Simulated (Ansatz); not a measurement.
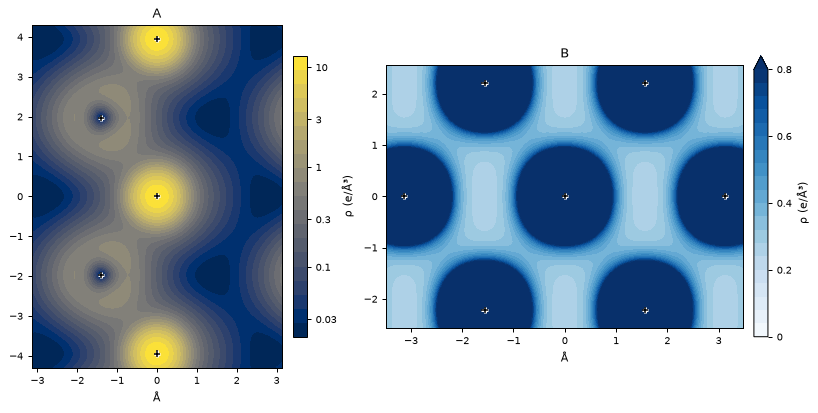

The valence pseudo-density of 2 systems, each on a plane through atoms (crosses mark nuclei in the plane).

Method: Ansatz 0.2.0, DFT, PBEsol, PAW with Ansatz's default frozen-core files, scalar-relativistic; relaxation of cell and atoms.

System 1: Mo, the (101) plane of the conventional cell. Space group Im-3m; computed without spin polarisation.

System 2: InP, the (101) plane of the conventional cell. Space group F-43m; computed pressure about 15 GPa in this cell.

```
In P
1.0
     5.57951    0.00000    0.00000
     0.00000    0.00000   -5.57951
     0.00000    5.57951    0.00000
In P
4 4
Direct
  0.50000 0.50000 0.00000
  0.00000 0.50000 0.50000
  0.00000 0.00000 0.00000
  0.50000 0.00000 0.50000
  0.75000 0.75000 0.25000
  0.25000 0.75000 0.75000
  0.25000 0.25000 0.25000
  0.75000 0.25000 0.75000
```

**Match each panel to its system.**

Panel A is system 2, InP: the plane holds In and P. In–P (2.42 Å): ρ is about 0.55 e/Å³ halfway. Panel B is system 1, Mo: the plane holds Mo. Mo–Mo (2.71 Å): the density is about 0.39 e/Å³ at the midpoint.
